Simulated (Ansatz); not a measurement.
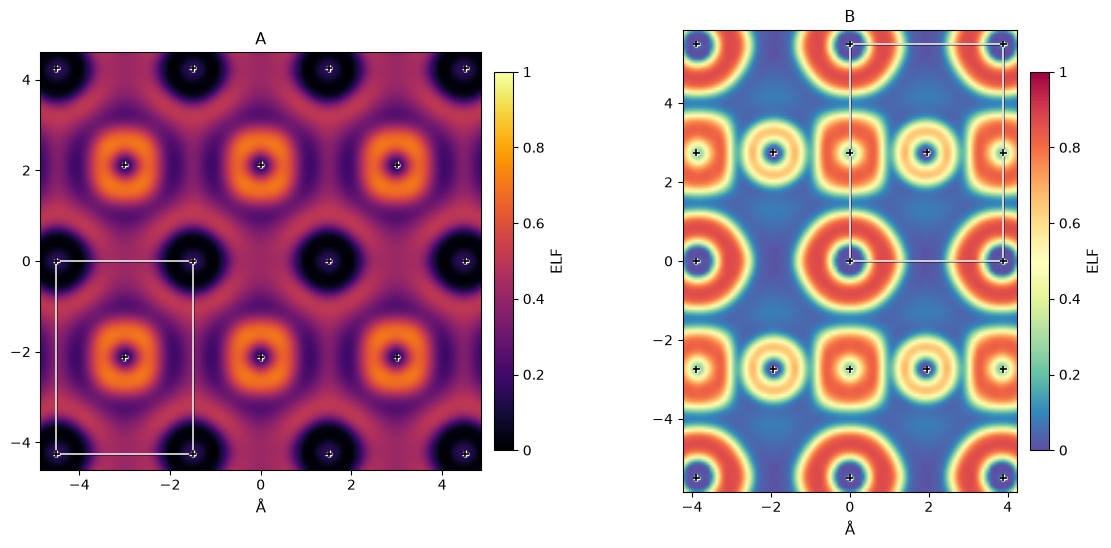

The electron localisation function of 2 systems, each on a plane through atoms (crosses mark nuclei in the plane).

Computed with Ansatz, DFT PBE, scalar-relativistic, plane waves, PAW.

System 1: BaTiO3, the (011) plane of the conventional cell. Space group Pm-3m; changed on purpose from its base cell (volume × 0.88, shape and atoms relaxed); computed pressure about 20 GPa in this cell; computed without spin polarisation.

System 2: AlRu, the (11̄0) plane of the conventional cell. Space group Pm-3m; a structure from a database of computed crystals, not necessarily the ambient phase; computed without spin polarisation.

### Match each panel to its system.

Panel A is system 2, AlRu: the plane holds Al and Ru. Al–Ru (2.60 Å): the ELF is about 0.40 at the midpoint. Panel B is system 1, BaTiO3: the plane holds Ba, Ti and O. Ti–O (1.94 Å): the ELF peaks at about 0.85 in the valence shell of O, 0.6 Å from its nucleus, and is about 0.20 at the midpoint (no shared electron pair shows on this line).
